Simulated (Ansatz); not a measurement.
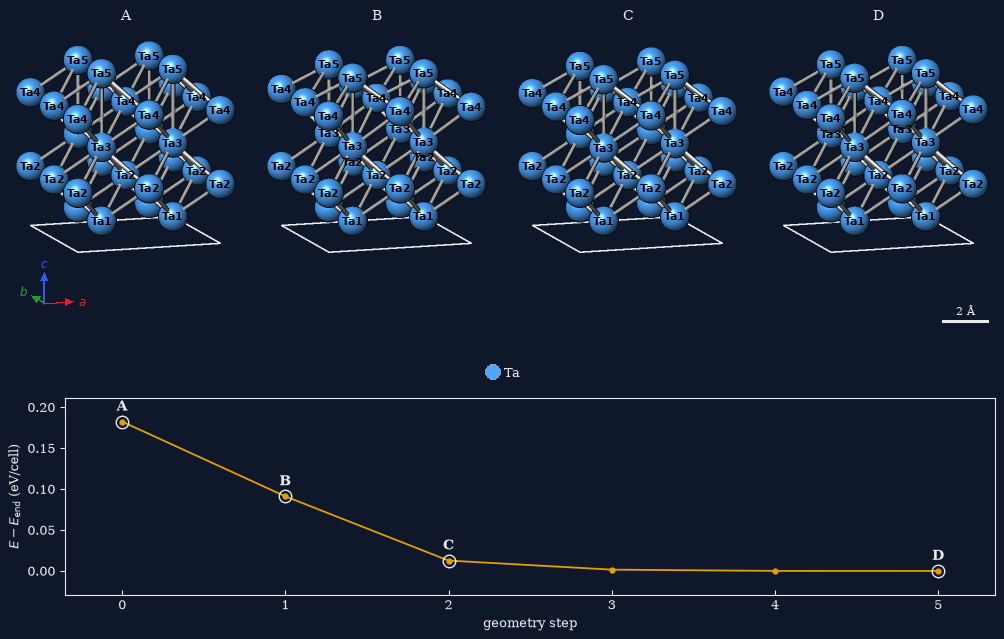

Frames of a constrained relaxation of a slab of composition Ta (cut from the Im-3m phase), marked on the history of the run. The picture is a ball-and-stick view of the 2 × 2 repeat of the cell, outlined in the plane, without the vacuum, seen slightly off an axis.

Case: clean slab, lower half held. The slab is the (1 0 0) face of Ta. 2 atoms are held fixed.

Level of theory: DFT PBEsol, scalar-relativistic, plane waves, PAW (Ansatz).

The input:
```yaml
crystal:
  lattice:
    - [3.2805195246, 0.0, 0.0]
    - [0.0, 3.2805195246, 0.0]
    - [0.0, 0.0, 23.5610390493]
  atoms:
    - { symbol: Ta, position: [0.5, 0.5, 0.3607650742] }
    - { symbol: Ta, position: [0.0, 0.0, 0.4303825371] }
    - { symbol: Ta, position: [0.5, 0.5, 0.5] }
    - { symbol: Ta, position: [0.0, 0.0, 0.5696174629] }
    - { symbol: Ta, position: [0.5, 0.5, 0.6392349258] }
basis:
  ecutwfc: 420
kpoints:
  mp_grid: { grid: [9, 9, 1] }
hamiltonian:
  xc: pbesol
scf:
  occupations: { method: gaussian, width: 0.1 }
output:
  forces: true
  eigenvalues: true
  write_density: true
  write_potential: true
  elf: true
  volumetric_format: npy
relax:
  adjacent_minimum: "off"
  f_tol: 0.03
  max_steps: 70
  constraints: [{ sites: [0, 1] }]
efield:
  axis: 3
  dipole_correction: true
  ramp_width: 0.04
```

Run as
```bash
ansatz run input.yaml --threads 1 --pin off --max-ram 2560MiB --backend cpu --events-out ev --progress --plain --runs-dir out
```

### Describe the path.

The energy falls by 0.182 eV per cell of the calculation in 5 geometry steps. The largest force component goes from 1.5 to 0.0013 eV/Å. Ta5 moves most: 0.20 Å along the normal (−c). The lattice vectors keep their values. Among the contacts that change: Ta3–Ta5 3.281 → 3.077 Å, Ta4–Ta5 2.841 → 2.715 Å, Ta2–Ta4 3.281 → 3.313 Å, Ta3–Ta4 2.841 → 2.856 Å. Among the angles between lasting bonds that change: Ta4–Ta5–Ta4 109.5° → 117.4°, Ta4–Ta5–Ta4 70.5° → 74.3°. From step 0 to 1: Ta5 moves most (0.20 Å), energy −91.3 meV per cell of the calculation. From step 1 to 2: Ta4 moves most (0.19 Å), energy −78.4 meV per cell of the calculation. From step 2 to 5: Ta atoms move most (0.07 Å), energy −12.7 meV per cell of the calculation.

```tsv
step	E − E(0), meV/atom	largest force component, eV/Å
0	0.00	1.4897
1	-18.25	1.6284
2	-33.94	0.3104
3	-36.16	0.1515
4	-36.47	0.0303
5	-36.48	0.0013
```
